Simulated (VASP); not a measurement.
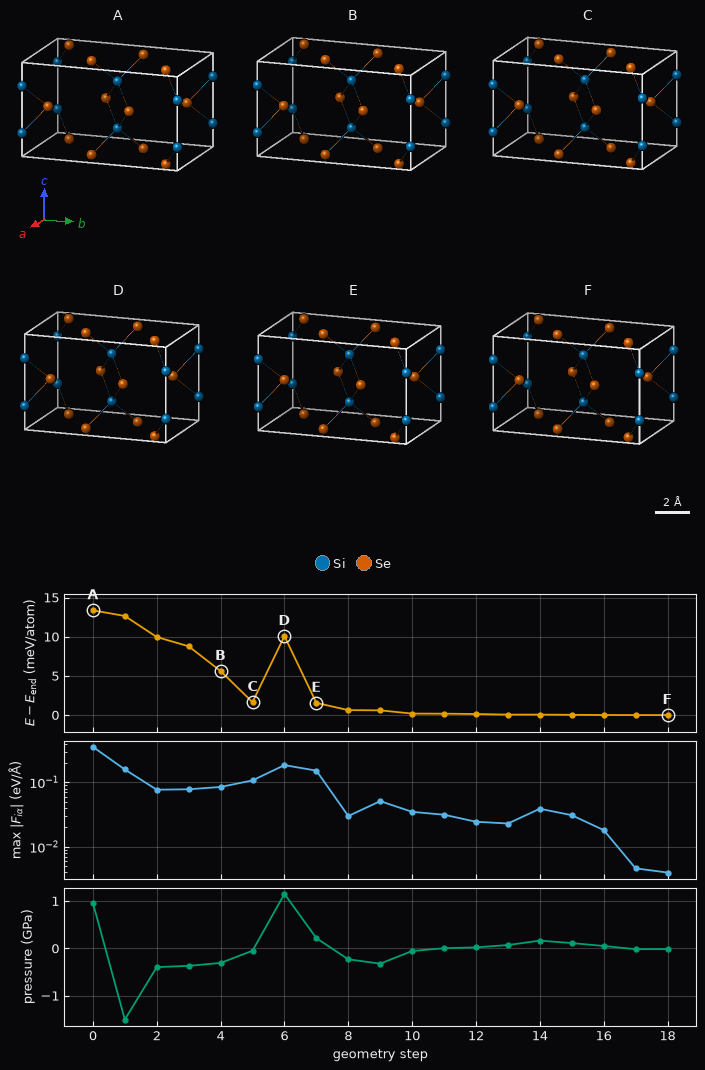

Frames of a relaxation of crystalline SiSe$_{2}$ (set up in Ibam), marked on the history of the run. A ball-and-stick model of the conventional cell (2 times the calculation's cell), seen slightly off an axis. Lengths and directions refer to the drawn axes.

The run lets cell and atoms move.

Computed with VASP 6.6.1, Kohn-Sham DFT of a periodic cell, rev-vdW-DF2, VASP PAW PBE potentials, recommended.

The input:
```
PREC = Accurate ; ENCUT = 600
EDIFF = 1E-6 ; ISMEAR = 0
SIGMA = 0.03 ; LREAL = False
LASPH = True ; NELM = 80
ALGO = Normal ; ISIF = 3
LWAVE = False ; LCHARG = False
GGA = MK ; LUSE_VDW = True
AGGAC = 0.0 ; PARAM1 = 0.1234
PARAM2 = 0.711357 ; ZAB_VDW = -1.8867
IBRION = 2 ; NSW = 90
EDIFFG = -0.01 ; KPAR = 2
```

Launched with:
```bash
cat potpaw_PBE.64/Si/POTCAR potpaw_PBE.64/Se/POTCAR > POTCAR
mpirun -np 2 vasp_std > vasp.out
```

**Describe the path.**

After 18 geometry steps the energy has fallen by 13.4 meV per atom. The largest force component goes from 0.36 to 0.004 eV/Å. The pressure goes from 0.96 to −0.01 GPa. The largest moves relative to the cell, 0.11 Å, are those of Se atoms. Si stays in place. Cell: a 6.224 → 5.996 Å (−3.7 %), b 10.020 → 9.427 Å (−5.9 %), c 5.871 → 5.903 Å (+0.5 %). Volume −8.9 %. Among the contacts that change: Se–Si 2.284 → 2.308 Å. Bond angles that change, for instance: Se–Si–Se 112.7° → 110.7°. The space group stays Ibam (No. 72). From step 0 to 4: Se atoms move most (0.04 Å), volume −1.6 %, energy −7.7 meV per atom. From step 4 to 5: Se atoms move most (0.04 Å), volume −4.5 %, energy −4.0 meV per atom. From step 5 to 6: Se atoms move most (0.08 Å), volume −9.1 %, energy +8.4 meV per atom. From step 6 to 7: Se atoms move most (0.07 Å), volume +8.4 %, energy −8.5 meV per atom. From step 7 to 18: Se atoms move most (0.03 Å), volume −1.7 %, energy −1.6 meV per atom.

```json
{"step": "0", "E − E(0), meV/atom": "0.00", "largest force component, eV/Å": "0.3550", "pressure, GPa": "0.96", "volume, Å³/atom": "30.513"}
{"step": "1", "E − E(0), meV/atom": "-0.72", "largest force component, eV/Å": "0.1584", "pressure, GPa": "-1.50", "volume, Å³/atom": "31.329"}
{"step": "2", "E − E(0), meV/atom": "-3.41", "largest force component, eV/Å": "0.0769", "pressure, GPa": "-0.40", "volume, Å³/atom": "30.938"}
{"step": "3", "E − E(0), meV/atom": "-4.59", "largest force component, eV/Å": "0.0781", "pressure, GPa": "-0.37", "volume, Å³/atom": "30.710"}
{"step": "4", "E − E(0), meV/atom": "-7.75", "largest force component, eV/Å": "0.0848", "pressure, GPa": "-0.31", "volume, Å³/atom": "30.030"}
{"step": "5", "E − E(0), meV/atom": "-11.72", "largest force component, eV/Å": "0.1072", "pressure, GPa": "-0.05", "volume, Å³/atom": "28.690"}
{"step": "6", "E − E(0), meV/atom": "-3.29", "largest force component, eV/Å": "0.1851", "pressure, GPa": "1.15", "volume, Å³/atom": "26.092"}
{"step": "7", "E − E(0), meV/atom": "-11.81", "largest force component, eV/Å": "0.1519", "pressure, GPa": "0.22", "volume, Å³/atom": "28.272"}
{"step": "8", "E − E(0), meV/atom": "-12.74", "largest force component, eV/Å": "0.0300", "pressure, GPa": "-0.23", "volume, Å³/atom": "28.127"}
{"step": "9", "E − E(0), meV/atom": "-12.76", "largest force component, eV/Å": "0.0511", "pressure, GPa": "-0.32", "volume, Å³/atom": "28.099"}
{"step": "10", "E − E(0), meV/atom": "-13.18", "largest force component, eV/Å": "0.0349", "pressure, GPa": "-0.05", "volume, Å³/atom": "27.835"}
{"step": "11", "E − E(0), meV/atom": "-13.19", "largest force component, eV/Å": "0.0315", "pressure, GPa": "0.00", "volume, Å³/atom": "27.779"}
{"step": "12", "E − E(0), meV/atom": "-13.23", "largest force component, eV/Å": "0.0245", "pressure, GPa": "0.02", "volume, Å³/atom": "27.776"}
{"step": "13", "E − E(0), meV/atom": "-13.31", "largest force component, eV/Å": "0.0230", "pressure, GPa": "0.07", "volume, Å³/atom": "27.768"}
{"step": "14", "E − E(0), meV/atom": "-13.31", "largest force component, eV/Å": "0.0389", "pressure, GPa": "0.16", "volume, Å³/atom": "27.751"}
{"step": "15", "E − E(0), meV/atom": "-13.34", "largest force component, eV/Å": "0.0310", "pressure, GPa": "0.11", "volume, Å³/atom": "27.760"}
{"step": "16", "E − E(0), meV/atom": "-13.36", "largest force component, eV/Å": "0.0182", "pressure, GPa": "0.05", "volume, Å³/atom": "27.782"}
{"step": "17", "E − E(0), meV/atom": "-13.37", "largest force component, eV/Å": "0.0046", "pressure, GPa": "-0.02", "volume, Å³/atom": "27.807"}
{"step": "18", "E − E(0), meV/atom": "-13.37", "largest force component, eV/Å": "0.0040", "pressure, GPa": "-0.01", "volume, Å³/atom": "27.804"}
```
